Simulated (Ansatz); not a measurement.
The coordinates of a crystal:

```
CELL_PARAMETERS angstrom
6.04300 0.00000 0.00000
0.00000 3.57095 0.00000
-0.07742 0.00000 4.21107
ATOMIC_POSITIONS crystal
Al 0.33482 0.00000 0.74840
Al 0.66518 0.00000 0.25160
N 0.34786 0.00000 0.25282
N 0.65214 0.00000 0.74718
Al 0.83482 0.50000 0.74840
Al 0.16518 0.50000 0.25160
N 0.84786 0.50000 0.25282
N 0.15214 0.50000 0.74718
```

Say what kind of structure these coordinates give.

Formula: AlN. The atoms follow space group C2/m (No. 12); the Bravais lattice is base-centred monoclinic. Counting shared atoms by their share gives 4 Al, 4 N, or 8 atoms. The neighbours of Al are five N in a distorted trigonal bipyramidal arrangement at 1.92 to 2.12 Å. The neighbours of N are five Al in a distorted trigonal bipyramidal arrangement at 1.92 to 2.12 Å. The bonds build a three-dimensional framework.

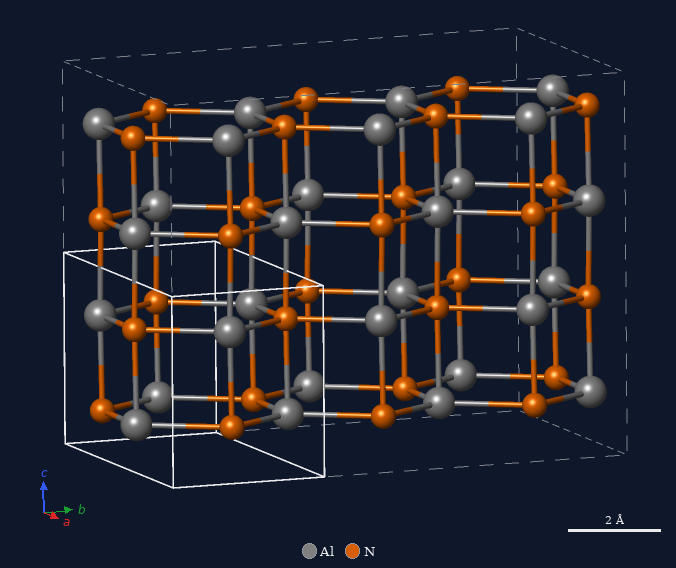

Drawn in the ball-and-stick manner and seen slightly off an axis. The structure is repeated 1×3×2 times; solid lines mark one conventional unit cell. Colours: aluminium grey, nitrogen orange.

Origin of the cell: a structure listed in the Materials Project. The cell was then strained or its atoms displaced on purpose. Ansatz was used for an electronic-structure calculation on it.

At this level of theory the cell isn't at rest (stretched, at -19 GPa and forces up to 1.3 eV/Å), so its distances can differ from those at equilibrium, the more so the softer the solid.
